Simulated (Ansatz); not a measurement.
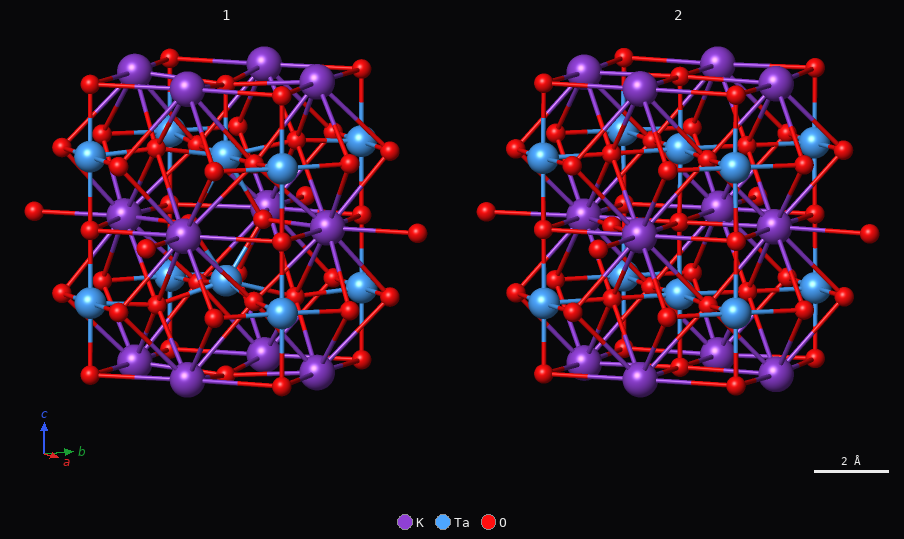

Two geometries of a defect cell of composition K$_{8}$Ta$_{8}$O$_{25}$ (cell charge −2), drawn at one scale. One is the start of a relaxation, the other its converged end. A ball-and-stick model of the atoms within 5.8 Å of the atom that moves most (axes of the cell of the calculation (origin shifted)), seen slightly off an axis.

Computed with DFT, PBEsol, PAW, plane waves (Ansatz 0.2.0). Settings: plane-wave cutoff 420 eV; k-point mesh 1 × 1 × 1; mesh shifted by (0.25, 0.25, 0.25); no spin polarisation; atoms relaxed in a fixed cell; force threshold 0.03 eV/Å; at most 80 steps.

Which one is relaxed?

Structure 1 is the relaxed one. The atoms of the start lie slightly off their symmetric places, so part of the fall in energy undoes that. An O atom moves most: 1.05 Å along +b. Largest moves by element: O 1.05 Å, Ta 0.37 Å, K 0.23 Å. The lattice vectors keep their values. Among the contacts that change: K–O 2.778 → 3.834 Å, K–O 2.819 → 3.839 Å, O–Ta 2.801 → 1.948 Å, O–Ta 2.849 → 2.101 Å. New bonds form, among them: O–Ta (2.80 → 1.95 Å), O–Ta (2.85 → 2.10 Å). Bonds break, among them: K–O (2.78 → 3.83 Å), K–O (2.82 → 3.84 Å). Bond angles that change, for instance: Ta–O–Ta 178.3° → 115.1°, K–O–K 179.6° → 128.4°, O–Ta–O 89.8° → 138.8°. Over 13 geometry steps the energy falls by 7.992 eV per cell of the calculation. Largest force component: 4.8 eV/Å at the start, 0.017 eV/Å at the end. The run took 50 s on 7 threads of Arm Neoverse-V2, peak memory 1.1 GiB.

Limits of the set-up: the periodic images lie only 8.0 Å apart, so the values are limited by the cell's size; the cell is charged, on a uniform background, and energies carry no finite-size correction.
